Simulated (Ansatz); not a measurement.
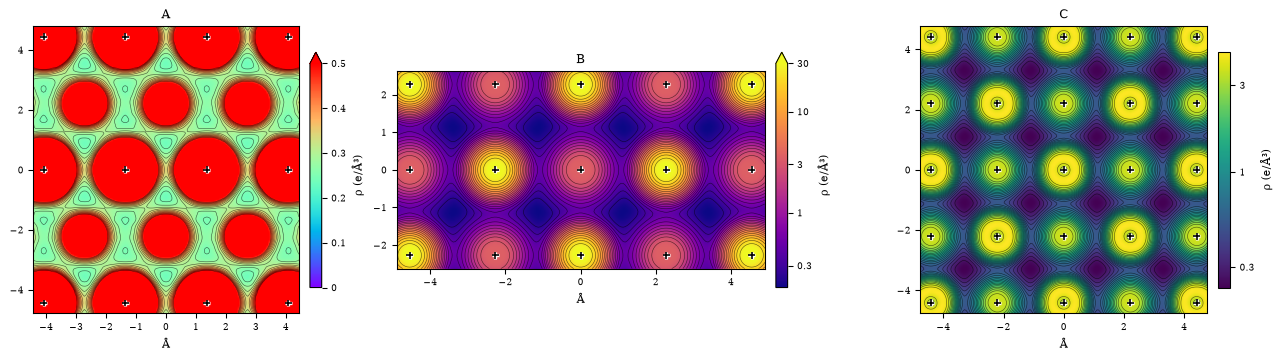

The valence charge density (pseudo) of 3 systems, each on a plane through atoms (crosses mark nuclei in the plane).

All numbers below come from Ansatz, DFT PBE, scalar-relativistic, plane waves, PAW.

System 1: TaN, the (100) plane of the conventional cell. Space group Fm-3m.

System 2: HfN, the (100) plane of the conventional cell. Space group Fm-3m; a structure from a database of computed crystals, not necessarily the ambient phase; computed without spin polarisation.

```cif
data_structure
_symmetry_space_group_name_H-M 'P 1'
_symmetry_Int_Tables_number 1
_cell_length_a 4.5478
_cell_length_b 4.5478
_cell_length_c 4.5478
_cell_angle_alpha 90.000
_cell_angle_beta 90.000
_cell_angle_gamma 90.000
_cell_volume 94.06
loop_
_atom_site_label
_atom_site_type_symbol
_atom_site_fract_x
_atom_site_fract_y
_atom_site_fract_z
_atom_site_occupancy
Hf1 Hf 0.00000 0.00000 0.00000 1
Hf2 Hf 0.50000 0.50000 0.00000 1
Hf3 Hf 0.50000 0.00000 0.50000 1
Hf4 Hf 0.00000 0.50000 0.50000 1
N1 N 0.50000 0.00000 0.00000 1
N2 N 0.00000 0.50000 0.00000 1
N3 N 0.00000 0.00000 0.50000 1
N4 N 0.50000 0.50000 0.50000 1
```

System 3: Rh, the (100) plane of the conventional cell. Space group P6₃/mmc; a structure from a database of computed crystals, not necessarily the ambient phase; computed pressure about −3 GPa in this cell; computed without spin polarisation.

```cif
data_structure
_symmetry_space_group_name_H-M 'P 1'
_symmetry_Int_Tables_number 1
_cell_length_a 2.7219
_cell_length_b 2.7219
_cell_length_c 8.8777
_cell_angle_alpha 90.000
_cell_angle_beta 90.000
_cell_angle_gamma 120.000
_cell_volume 56.96
loop_
_atom_site_label
_atom_site_type_symbol
_atom_site_fract_x
_atom_site_fract_y
_atom_site_fract_z
_atom_site_occupancy
Rh1 Rh 0.00000 0.00000 0.00000 1
Rh2 Rh 0.33333 0.66667 0.25000 1
Rh3 Rh 0.00000 0.00000 0.50000 1
Rh4 Rh 0.66667 0.33333 0.75000 1
```

**Match each panel to its system.**

Panel A is system 3, Rh: the plane holds Rh. Rh–Rh (2.72 Å): ρ is about 0.34 e/Å³ halfway. Panel B is system 2, HfN: the plane holds Hf and N. Hf–N (2.27 Å): ρ is about 0.49 e/Å³ halfway. Panel C is system 1, TaN: the plane holds Ta and N. Ta–N (2.21 Å): the density is about 0.53 e/Å³ at the midpoint.
